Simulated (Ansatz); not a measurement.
## Run report: Ga$_{23}$N$_{24}$, geometry relaxation (part 4 of 4)

Continued. System: Ga$_{23}$N$_{24}$ (defect cell, 47 atoms in the cell). Method: DFT PBE, scalar-relativistic, plane waves, PAW, spin-polarised (Ansatz 0.2.0); cutoff 420 eV, 2×2×2 k-mesh, Gaussian smearing of 0.01 eV, collinear spins. The structure derives from an entry of the Crystallography Open Database.

### Trajectory as extended XYZ (Å, eV, eV/Å), 4 frames, from step=1 to step=4
```
47
Lattice="3.2184 -5.5745 -5.2430 -6.4369 0.0000 -5.2430 3.2184 5.5745 -5.2430" Properties=species:S:1:pos:R:3:forces:R:3 step=1 energy=-96239.16265
Ga    1.6092    4.6454   -5.2476   -0.0065   0.0166   0.1442
Ga    0.0000   -3.7163   -5.2476   -0.5299   0.7600  -0.0767
Ga   -4.8276   -0.9291   -5.2476    0.8999   0.2251   0.1109
Ga    0.0000    1.8582   -5.2476   -0.2905  -0.8044   0.1926
Ga    3.2184   -3.7163   -5.2476    0.1926  -0.0117  -0.0358
Ga    0.0000    1.8582  -10.4906    0.5341   0.6330   0.1089
Ga    1.6092   -0.9291  -10.4906   -0.0802   0.1380   0.0465
Ga    1.6092   -0.9291   -5.2476   -0.5877   0.2253   0.0740
Ga    3.2184    1.8582   -5.2476   -0.1133  -0.1413   0.0268
Ga   -3.2184    1.8582   -5.2476   -0.0385  -0.5701   0.2584
Ga   -1.6092   -0.9291  -10.4906   -0.0002  -0.0302   0.3105
Ga    0.0000   -1.8582   -7.8691   -0.4840   0.2049  -0.3286
Ga    0.0000   -1.8582   -2.6261    0.1094   0.0858  -0.6397
Ga   -1.6092    0.9291   -2.6261    0.0396   0.3229  -0.6291
Ga   -3.2184   -1.8582   -7.8691    0.5008   0.3887   0.6842
Ga    1.6092    0.9291   -7.8691   -0.0573  -0.0110   0.0210
Ga    1.6092    0.9291   -2.6261   -0.0859  -0.0384   0.0153
Ga   -1.6092   -4.6454   -7.8691    0.1127   0.0350  -0.0050
Ga    0.0000    3.7163   -7.8691    0.5554   0.3485  -0.8817
Ga    3.2184   -1.8582   -7.8691   -0.0575  -0.1298  -0.0691
Ga    4.8276    0.9291   -7.8691   -0.0146   0.0507  -0.0545
Ga   -1.6092    0.9291   -7.8691   -0.0013  -0.5718   0.6339
Ga   -3.2184    3.7163   -7.8691    0.0769  -0.0091  -0.0259
N    -1.6092   -0.9291   -8.5154   -0.0070   0.0468  -0.4310
N    -1.5318   -0.8680   -3.2944   -1.0270  -0.9293   1.3485
N     0.0000   -3.7163   -8.5154   -0.0935   0.0690   0.1158
N     1.6092   -0.9291   -3.2723    0.1851  -0.0797   0.0772
N     0.0000    1.8582   -8.5154   -0.0054  -0.0265   0.1657
N     0.0000    1.8582   -3.2723    0.1557   0.3063   0.0886
N    -3.2184   -3.7163   -8.5154   -0.0787  -0.0595   0.0322
N    -1.6092    4.6454   -8.5154   -0.1307  -0.0166   0.1066
N     1.6092   -0.9291   -8.5154    0.1422   0.0417  -0.1145
N     3.2184    1.8582   -8.5154    0.0820  -0.0407  -0.0102
N    -3.2184    1.8582   -8.5154   -0.0104   0.0891  -0.0269
N     4.8276   -0.9291   -8.5154    0.0208   0.0350  -0.0315
N     0.0095   -1.8242   -5.9657    1.0682  -1.1263   0.8093
N     3.2184    3.7163   -5.8939   -0.0086  -0.0328  -0.0120
N     1.6092   -4.6454   -5.8939   -0.0036  -0.0253   0.0470
N    -3.1494   -1.8178   -5.8429   -1.4649  -0.8706  -0.8561
N     1.6092    0.9291   -5.8939    0.1846   0.1635   0.0126
N    -4.8276    0.9291   -5.8939   -0.2539   0.1059   0.0244
N     1.6092    0.9291  -11.1369    0.0221  -0.1832   0.0339
N     0.0000    3.7163   -5.8939    0.0481   0.0442  -0.0759
N     3.2184   -1.8582   -5.8939   -0.0213  -0.0331  -0.0721
N    -1.6092    0.9291  -11.1369   -0.0059   0.1164  -0.1104
N    -1.6383    0.9074   -5.8551    0.4701   1.2742  -0.8970
N     0.0000   -1.8582  -11.1369    0.0577   0.0148  -0.1054
47
Lattice="3.2184 -5.5745 -5.2430 -6.4369 0.0000 -5.2430 3.2184 5.5745 -5.2430" Properties=species:S:1:pos:R:3:forces:R:3 step=2 energy=-96239.87173
Ga    1.6115    4.6488   -5.2527    0.0049  -0.0002  -0.1400
Ga   -0.0193   -3.7428   -5.2312   -0.0810   0.5768  -0.1637
Ga   -4.8349   -0.8977   -5.2349    0.4932  -0.1245  -0.0878
Ga    0.0305    1.8549   -5.2282   -0.3464  -0.3312  -0.1024
Ga    3.2057   -3.7002   -5.2525   -0.0236  -0.0285  -0.0210
Ga    0.0185    1.8352  -10.4745    0.1777   0.5114  -0.0637
Ga    1.6082   -0.9487  -10.4928    0.0133  -0.0156   0.0014
Ga    1.6245   -0.8999   -5.2287   -0.4005  -0.0518  -0.0838
Ga    3.2378    1.8676   -5.2489   -0.0059   0.0392  -0.0312
Ga   -3.2386    1.8527   -5.2323    0.1279  -0.2645   0.0337
Ga   -1.6040   -0.9261  -10.5069    0.0216  -0.0238  -0.0353
Ga   -0.0059   -1.8462   -7.8677   -0.1050   0.0693  -0.0216
Ga    0.0236   -1.8640   -2.6360   -0.0946   0.1050  -0.2447
Ga   -1.6118    0.9544   -2.6400   -0.0159  -0.0100  -0.2043
Ga   -3.1923   -1.8494   -7.8943    0.0679   0.0417   0.6624
Ga    1.6145    0.9227   -7.8632   -0.0287   0.0372   0.0338
Ga    1.6116    0.9360   -2.6214   -0.0006  -0.0320   0.0479
Ga   -1.6129   -4.6408   -7.8655    0.0384   0.0038   0.0275
Ga   -0.0426    3.6919   -7.8781    0.5800   0.2918  -0.3216
Ga    3.2197   -1.8454   -7.8713   -0.0661   0.0022   0.0145
Ga    4.8363    0.9314   -7.8740    0.0264   0.0567   0.0162
Ga   -1.6144    0.9090   -7.8888    0.0092  -0.0864   0.5935
Ga   -3.2276    3.7120   -7.8711    0.0285  -0.0271   0.0191
N    -1.5974   -0.9293   -8.5502   -0.0439   0.0110   0.1508
N    -1.5935   -0.9113   -3.1379   -0.3997  -0.3735   0.4754
N    -0.0134   -3.7019   -8.5052    0.0077  -0.1059  -0.1229
N     1.6308   -0.9210   -3.2619   -0.0925   0.0420  -0.1184
N    -0.0007    1.8354   -8.5045    0.0447   0.0860  -0.1277
N     0.0127    1.8773   -3.2599   -0.0304  -0.0653  -0.0644
N    -3.2170   -3.7121   -8.5223    0.0029  -0.0288  -0.0410
N    -1.6321    4.6528   -8.5076    0.0831  -0.0370  -0.0452
N     1.6106   -0.9289   -8.5220    0.0520   0.0416  -0.0482
N     3.2233    1.8490   -8.5070   -0.0112   0.0277  -0.0546
N    -3.2169    1.8590   -8.5202   -0.0259   0.0114  -0.0617
N     4.8291   -0.9233   -8.5224   -0.0094  -0.0169   0.0247
N     0.1195   -1.9085   -5.9520    0.3330  -0.4330   0.3726
N     3.2281    3.7259   -5.8991   -0.0448  -0.0783   0.1152
N     1.6008   -4.6401   -5.9007    0.1010  -0.0295   0.1402
N    -3.2874   -1.9000   -5.9135   -0.5583  -0.3256  -0.3483
N     1.6360    0.9461   -5.8922   -0.0661  -0.0653   0.0429
N    -4.8498    0.9486   -5.8938    0.0735  -0.0478   0.0391
N     1.6083    0.8999  -11.1372    0.0000   0.0975   0.0424
N     0.0062    3.7076   -5.9000   -0.0610   0.0845   0.1086
N     3.2155   -1.8434   -5.8986    0.1404  -0.0281  -0.0073
N    -1.5957    0.9345  -11.1446   -0.0852  -0.0913  -0.0021
N    -1.6167    1.0410   -5.9175    0.1995   0.4405  -0.3584
N    -0.0024   -1.8699  -11.1423   -0.0316   0.1441  -0.0396
47
Lattice="3.2184 -5.5745 -5.2430 -6.4369 0.0000 -5.2430 3.2184 5.5745 -5.2430" Properties=species:S:1:pos:R:3:forces:R:3 step=3 energy=-96240.03671
Ga    1.6128    4.6478   -5.2594   -0.0098  -0.0070   0.0276
Ga   -0.0165   -3.7197   -5.2344    0.0077   0.0239   0.0174
Ga   -4.8202   -0.9086   -5.2348    0.0154  -0.0137   0.0140
Ga    0.0157    1.8479   -5.2332   -0.0070  -0.0088  -0.0018
Ga    3.2183   -3.7071   -5.2519   -0.0492   0.0122   0.0078
Ga    0.0176    1.8495  -10.4814    0.0067   0.0305  -0.0046
Ga    1.6074   -0.9345  -10.4936    0.0167  -0.0196  -0.0098
Ga    1.6144   -0.9060   -5.2399   -0.0291  -0.0162   0.0002
Ga    3.2287    1.8598   -5.2517    0.0304   0.0229  -0.0048
Ga   -3.2343    1.8519   -5.2375    0.0302  -0.0187  -0.0149
Ga   -1.6055   -0.9277  -10.4894   -0.0114   0.0179  -0.0705
Ga   -0.0074   -1.8484   -7.8723    0.0366   0.0093   0.0392
Ga    0.0259   -1.8610   -2.6391    0.0340  -0.0272   0.0067
Ga   -1.6141    0.9553   -2.6375    0.0259   0.0318   0.0110
Ga   -3.2048   -1.8508   -7.8746   -0.0194  -0.0415   0.0565
Ga    1.6122    0.9301   -7.8670    0.0062   0.0166  -0.0090
Ga    1.6122    0.9331   -2.6240    0.0066   0.0019  -0.0092
Ga   -1.6067   -4.6435   -7.8661   -0.0309  -0.0031  -0.0033
Ga   -0.0132    3.7025   -7.8814   -0.0283  -0.0188   0.0122
Ga    3.2166   -1.8492   -7.8723    0.0331   0.0312  -0.0027
Ga    4.8378    0.9307   -7.8736    0.0103  -0.0244   0.0029
Ga   -1.6087    0.9187   -7.8720   -0.0134   0.0479   0.0427
Ga   -3.2189    3.7127   -7.8719   -0.0380  -0.0062  -0.0135
N    -1.6062   -0.9265   -8.5178    0.0002  -0.0054   0.0127
N    -1.6057   -0.9251   -3.0581   -0.0110  -0.0068  -0.0151
N    -0.0094   -3.7094   -8.5184    0.0073  -0.0245  -0.0356
N     1.6214   -0.9179   -3.2783   -0.0260   0.0065  -0.0090
N     0.0045    1.8495   -8.5183    0.0167   0.0020  -0.0395
N     0.0070    1.8673   -3.2659   -0.0325  -0.0300  -0.0124
N    -3.2118   -3.7159   -8.5243    0.0175   0.0111  -0.0077
N    -1.6133    4.6480   -8.5093    0.0261   0.0063  -0.0212
N     1.6105   -0.9225   -8.5238   -0.0078  -0.0043  -0.0064
N     3.2243    1.8542   -8.5101   -0.0161   0.0245  -0.0080
N    -3.2187    1.8580   -8.5246    0.0004  -0.0085   0.0032
N     4.8303   -0.9275   -8.5217    0.0018   0.0025  -0.0077
N     0.1635   -1.9452   -5.9549   -0.0133  -0.0125   0.0123
N     3.2266    3.7168   -5.8895   -0.0164   0.0042  -0.0105
N     1.6099   -4.6378   -5.8878    0.0208  -0.0148  -0.0232
N    -3.3710   -1.9483   -5.9550   -0.0144   0.0032   0.0018
N     1.6203    0.9384   -5.8960   -0.0155  -0.0094   0.0149
N    -4.8349    0.9360   -5.8956    0.0176  -0.0123   0.0084
N     1.6118    0.9204  -11.1374    0.0041   0.0103   0.0014
N    -0.0008    3.7148   -5.8890    0.0061   0.0247  -0.0040
N     3.2270   -1.8491   -5.8976    0.0306  -0.0161   0.0129
N    -1.6040    0.9227  -11.1416   -0.0246  -0.0154   0.0208
N    -1.6093    1.1133   -5.9529    0.0042   0.0000  -0.0002
N    -0.0055   -1.8547  -11.1406    0.0008   0.0239   0.0186
47
Lattice="3.2184 -5.5745 -5.2430 -6.4369 0.0000 -5.2430 3.2184 5.5745 -5.2430" Properties=species:S:1:pos:R:3:forces:R:3 step=4 energy=-96240.03808
Ga    1.6117    4.6479   -5.2580    0.0019  -0.0003  -0.0061
Ga   -0.0152   -3.7199   -5.2331   -0.0049   0.0074  -0.0043
Ga   -4.8210   -0.9081   -5.2333    0.0066   0.0045   0.0000
Ga    0.0166    1.8477   -5.2334   -0.0018  -0.0078   0.0009
Ga    3.2156   -3.7070   -5.2515    0.0067   0.0037  -0.0043
Ga    0.0187    1.8514  -10.4829    0.0049   0.0015   0.0009
Ga    1.6090   -0.9344  -10.4945   -0.0106  -0.0009  -0.0013
Ga    1.6120   -0.9083   -5.2393   -0.0024   0.0014  -0.0015
Ga    3.2296    1.8617   -5.2513    0.0000  -0.0027  -0.0030
Ga   -3.2315    1.8514   -5.2401   -0.0039  -0.0014   0.0048
Ga   -1.6065   -0.9262  -10.4914    0.0013  -0.0058   0.0122
Ga   -0.0048   -1.8489   -7.8703   -0.0056   0.0006  -0.0008
Ga    0.0264   -1.8625   -2.6380    0.0092   0.0023  -0.0023
Ga   -1.6128    0.9550   -2.6384   -0.0058   0.0129  -0.0041
Ga   -3.2060   -1.8526   -7.8703    0.0082   0.0082   0.0040
Ga    1.6129    0.9312   -7.8675   -0.0043  -0.0030   0.0039
Ga    1.6117    0.9325   -2.6245   -0.0017  -0.0050   0.0053
Ga   -1.6076   -4.6434   -7.8676    0.0100   0.0030   0.0009
Ga   -0.0153    3.7009   -7.8813   -0.0036  -0.0023  -0.0031
Ga    3.2192   -1.8477   -7.8726   -0.0153  -0.0044   0.0062
Ga    4.8386    0.9298   -7.8726   -0.0002   0.0094   0.0066
Ga   -1.6087    0.9215   -7.8706    0.0028  -0.0101   0.0059
Ga   -3.2217    3.7127   -7.8726    0.0114  -0.0045   0.0083
N    -1.6064   -0.9267   -8.5156   -0.0026   0.0010  -0.0037
N    -1.6068   -0.9271   -3.0605    0.0005  -0.0013   0.0077
N    -0.0082   -3.7111   -8.5216    0.0001  -0.0041   0.0014
N     1.6198   -0.9187   -3.2779   -0.0037   0.0011  -0.0033
N     0.0057    1.8494   -8.5215    0.0014   0.0042   0.0014
N     0.0058    1.8664   -3.2670    0.0036   0.0027   0.0000
N    -3.2116   -3.7152   -8.5242   -0.0055  -0.0077  -0.0001
N    -1.6134    4.6477   -8.5098   -0.0030  -0.0020  -0.0008
N     1.6116   -0.9223   -8.5241    0.0057   0.0013  -0.0014
N     3.2247    1.8549   -8.5098    0.0016  -0.0045  -0.0005
N    -3.2193    1.8579   -8.5240   -0.0019   0.0056  -0.0028
N     4.8305   -0.9263   -8.5224   -0.0012  -0.0013  -0.0008
N     0.1609   -1.9466   -5.9531    0.0041   0.0017   0.0009
N     3.2250    3.7180   -5.8894   -0.0064  -0.0034  -0.0018
N     1.6106   -4.6392   -5.8900    0.0037  -0.0050   0.0035
N    -3.3730   -1.9469   -5.9528   -0.0004  -0.0059  -0.0031
N     1.6202    0.9370   -5.8949    0.0004   0.0038  -0.0021
N    -4.8342    0.9360   -5.8950   -0.0002  -0.0014  -0.0022
N     1.6129    0.9217  -11.1383   -0.0023  -0.0011   0.0014
N    -0.0001    3.7156   -5.8896    0.0035   0.0052  -0.0023
N     3.2278   -1.8502   -5.8972    0.0040  -0.0014  -0.0044
N    -1.6051    0.9234  -11.1403   -0.0034  -0.0029  -0.0055
N    -1.6071    1.1131   -5.9532   -0.0012   0.0044  -0.0030
N    -0.0052   -1.8525  -11.1401   -0.0001   0.0041  -0.0075
```

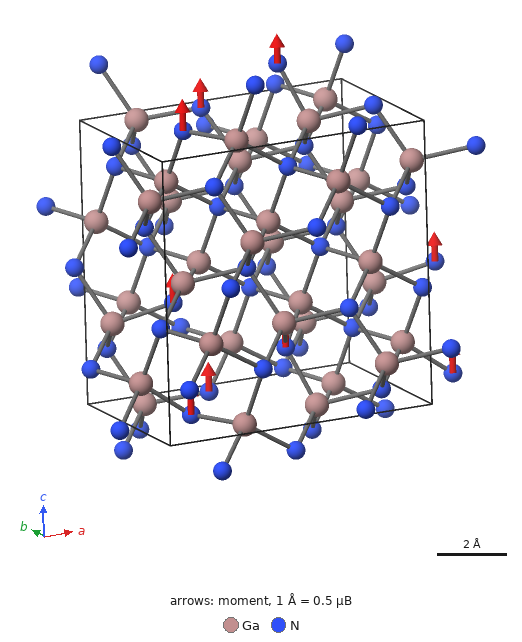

Figure 1. Magnetic moments of the sites as red arrows (ball-and-stick view of the cell of the calculation, seen slightly off an axis; bonded neighbours outside the cell are drawn too); small moments hardly show. The run is collinear, so the axis drawn is arbitrary. Site moments: N25 (0.47 μB); N36, N39, N46 (0.43 μB); N37, N38, N43 (0.08 μB). They are counted near the atoms and needn't add up to the moment of the cell. Atoms are counted from 1 in the order of the input.

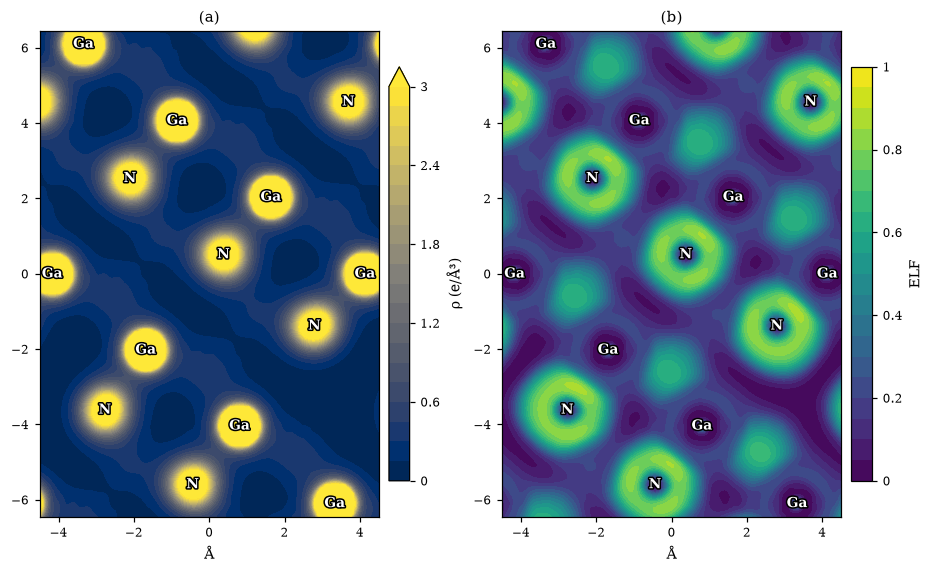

Figure 2. (a) valence charge density (pseudo); (b) ELF on the (11̄0) plane of the calculation cell. The plane passes through Ga and N nuclei. Ga–N (1.93 Å): the density is about 0.78 e/Å³ at the midpoint; the ELF is about 0.50 at the midpoint. Ga–N (1.98 Å): ρ is about 0.71 e/Å³ halfway; the ELF is about 0.45 at the midpoint. Away from the nuclei the density in this plane falls to 0.02 e/Å³ at its lowest. In a PAW calculation such maps are meaningful between the atoms, not at the nuclei.

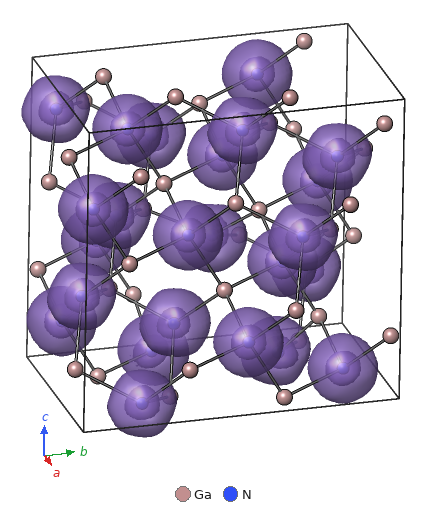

Figure 3. Isosurface of the electron localisation function at 0.7 (purple), seen slightly off an axis. Only the valence region is drawn (cores and ρ < 0.01 e/Å³ removed). Sticks mark near contacts. The outline is the calculation cell. Profiles from the grid: Ga–N (1.92 Å): the ELF is about 0.50 at the midpoint. Ga–N (1.96 Å): the ELF is about 0.45 at the midpoint.

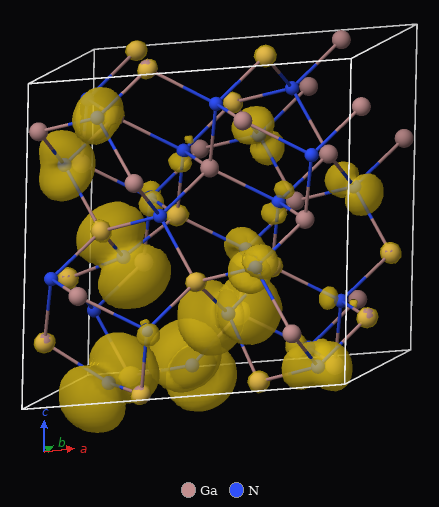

Figure 4. Isosurface of the magnetisation density (up minus down) at +0.015 e/Å³ (yellow), seen slightly off an axis. Sticks mark near contacts. The outline is the calculation cell. The cell of the calculation (47 atoms) carries 3.0 μB net.

### Key numbers

```tsv
quantity	value
outcome	converged
electrons treated	419
free energy	−96240.0381 eV
Fermi energy	8.872 eV
gap on the k-point mesh	0.59 eV
net moment of the cell	3.00 μB
integrated absolute moment	3.30 μB
final volume	564.39 Å³
largest force (length of the vector) at the end	0.017 eV/Å
hardware	8 threads of Arm Neoverse V2, 128 GiB of memory available, shared host
wall time	2.9 min (CPU time 22 min)
peak memory	5.2 GiB
```
